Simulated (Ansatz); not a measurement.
Consider InAs (interface cell).

Input

```
crystal:
  lattice:
    - [4.3743937328, 0.0, 0.0]
    - [0.0, 10.7150325793, 0.0]
    - [0.0, 0.0, 15.2768674937]
  atoms:
    - { symbol: In, position: [0.0, -0.0046003598, 0.0019194396] }
    - { symbol: In, position: [0.0, 0.3177671373, 0.3387394743] }
    - { symbol: As, position: [0.5, 0.7287794562, 0.2427656804] }
    - { symbol: In, position: [0.0, 0.6439490707, 0.1600608202] }
    - { symbol: As, position: [0.5, 0.066209548, 0.0924909317] }
    - { symbol: As, position: [0.5, 0.4079464162, 0.4200853325] }
    - { symbol: In, position: [0.5, -0.0227915756, 0.2543293424] }
    - { symbol: As, position: [0.0, 0.7387175975, -0.0056677448] }
    - { symbol: As, position: [0.0, 0.0660233474, 0.3394222618] }
    - { symbol: In, position: [0.5, 0.3168402607, 0.0855946838] }
    - { symbol: In, position: [0.5, 0.6590502876, 0.409410511] }
    - { symbol: As, position: [0.0, 0.3952207942, 0.173329324] }
    - { symbol: As, position: [1.0, 1.0087202505, 0.4965813341] }
    - { symbol: As, position: [1.0, 0.3504571187, 0.824175735] }
    - { symbol: In, position: [0.5, 0.772717596, 0.7566058465] }
    - { symbol: As, position: [0.0, 0.6878872105, 0.6739009863] }
    - { symbol: In, position: [0.5, 0.0988995294, 0.5779271924] }
    - { symbol: In, position: [0.5, 0.4212670265, 0.914747227] }
    - { symbol: As, position: [0.5, 0.0214458724, 0.7433373427] }
    - { symbol: In, position: [0.0, 0.7576163791, 0.5072561557] }
    - { symbol: In, position: [0.0, 0.099826406, 0.8310719828] }
    - { symbol: As, position: [0.5, 0.3506433193, 0.5772444048] }
    - { symbol: As, position: [0.5, 0.6779490691, 0.9223344115] }
    - { symbol: In, position: [0.0, 0.4394582423, 0.6623373242] }
basis:
  ecutwfc: 420
kpoints:
  mp_grid: { grid: [12, 6, 6] }
hamiltonian:
  xc: pbe
scf:
  occupations: { method: gaussian, width: 0.1 }
output:
  forces: true
  stress: true
  eigenvalues: true
  write_density: true
  write_potential: true
  elf: true
  volumetric_format: npy
```

Command:

```sh
ansatz run input.yaml --threads 4 --pin off --max-ram 11264MiB --backend cpu --events-out ev --progress --plain --runs-dir out
```

The calculation used DFT PBE, scalar-relativistic, plane waves, PAW (Ansatz 0.2.0).

Q: What will maps of the valence pseudo-density and electron localisation function show?

A: As–As (2.48 Å): ρ is about 0.52 e/Å³ halfway; the ELF peaks at about 0.75 between the atoms.
In–As (2.66 Å): ρ is about 0.39 e/Å³ halfway; the ELF is about 0.55 at the midpoint.
In–In (2.84 Å): ρ at the midpoint is about 0.31 e/Å³; the ELF reaches about 0.55 near the midpoint.
In–As (2.70 Å): ρ at the midpoint is about 0.37 e/Å³; the ELF peaks at about 0.75 between the atoms.

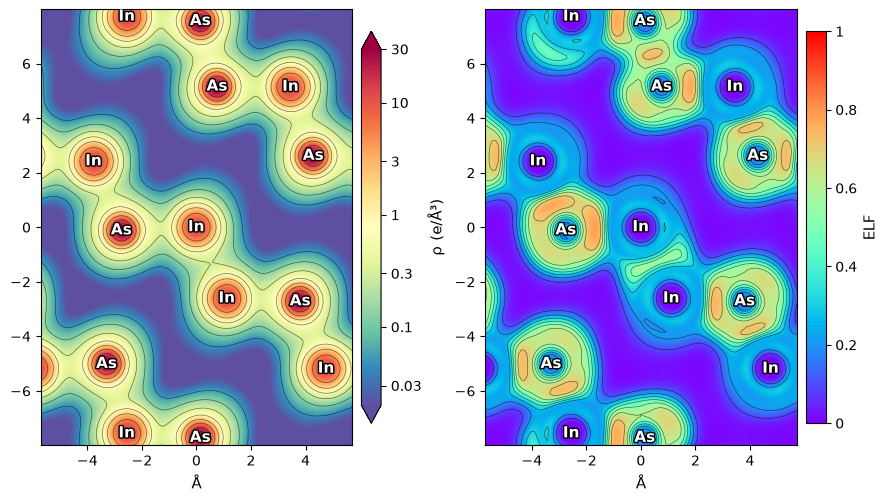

Computed valence pseudo-density and electron localisation function on the (100) plane of the calculation cell, in this order. 

Core electrons are frozen (PAW), and the valence fields are smoothed inside the atomic spheres.
